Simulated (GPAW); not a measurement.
System: zincblende SiC, space group F-43m (No. 216), 2 atoms in the primitive cell. Cell and atoms are relaxed at each pressure; at 0 GPa, cubic a = 4.364 Å. Method: PBEsol, PAW data sets generated in the run's folder for this functional, no spin polarisation, no spin-orbit coupling, 10×10×10 k mesh, 800 eV cutoff (GPAW 26.7.0).

At 0 GPa the lowest conduction levels at the points plotted lie 1.24 eV (X), 5.33 eV (L) and 6.17 eV (Γ) above the valence top at Γ.

How does each level move from 0 GPa to 10 GPa?

Answer. X falls by 0.04 eV, L rises by 0.39 eV and Γ rises by 0.50 eV. Straight lines through the points have slopes of −4 at X, +39 at L and +50 at Γ (meV per GPa). The lowest is the one at X, over the whole range, so among these points the gap stays indirect.

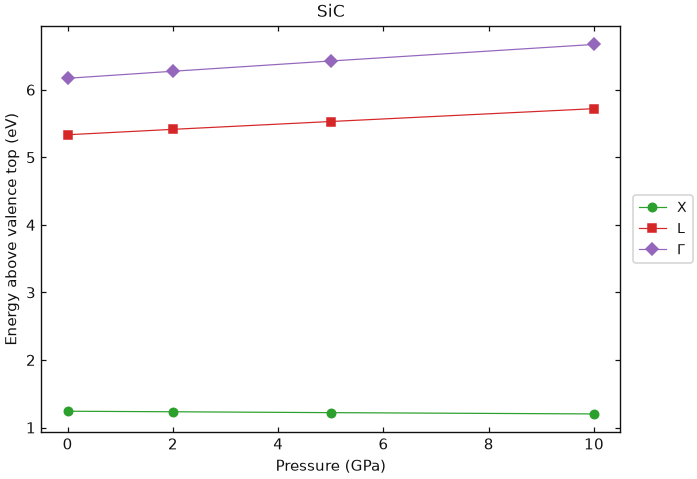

Lowest conduction level at each named k point, counted from the valence-band top at Γ.

| pressure | X (eV) | L (eV) | Γ (eV) | volume (Å³/atom) |
| --- | --- | --- | --- | --- |
| 0 GPa | 1.24 | 5.33 | 6.17 | 10.39 |
| 2 GPa | 1.23 | 5.41 | 6.27 | 10.30 |
| 5 GPa | 1.22 | 5.53 | 6.43 | 10.17 |
| 10 GPa | 1.20 | 5.72 | 6.67 | 9.96 |

Later steps reuse the first step's grids. LDA, GGA and most meta-GGA functionals understate gaps.
